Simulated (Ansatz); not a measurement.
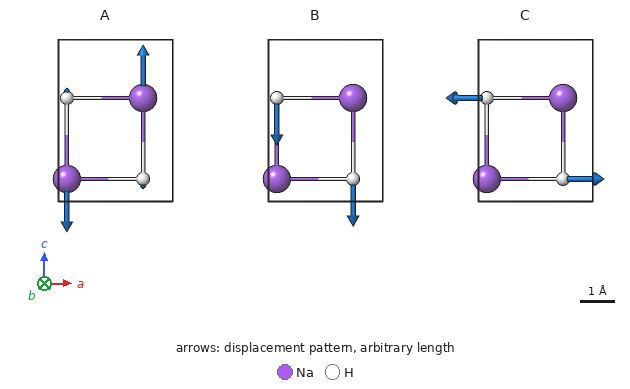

Modes of a crystal of NaH (a generated structure), space group P6₃/mmc (No. 194), at the zone centre (one member of each degenerate set). The blue arrows are the displacements of the atoms (eigenvector over the root of the mass), of arbitrary overall length and sign. The picture is a ball-and-stick view of the conventional cell, seen along the b axis. Lengths and directions refer to the drawn axes.

All numbers below come from DFT PBE, scalar-relativistic, plane waves, PAW in Ansatz.

Frequencies are those without the non-analytic (LO–TO) term.

**Which are infrared-active and which Raman-active?**

A is B₁g, silent by symmetry (neither infrared- nor Raman-active) (190 cm⁻¹). B is A₂u, infrared-active by symmetry (424 cm⁻¹). C is E₂g, Raman-active by symmetry (728 cm⁻¹). The crystal has a centre of inversion, so no mode is both.
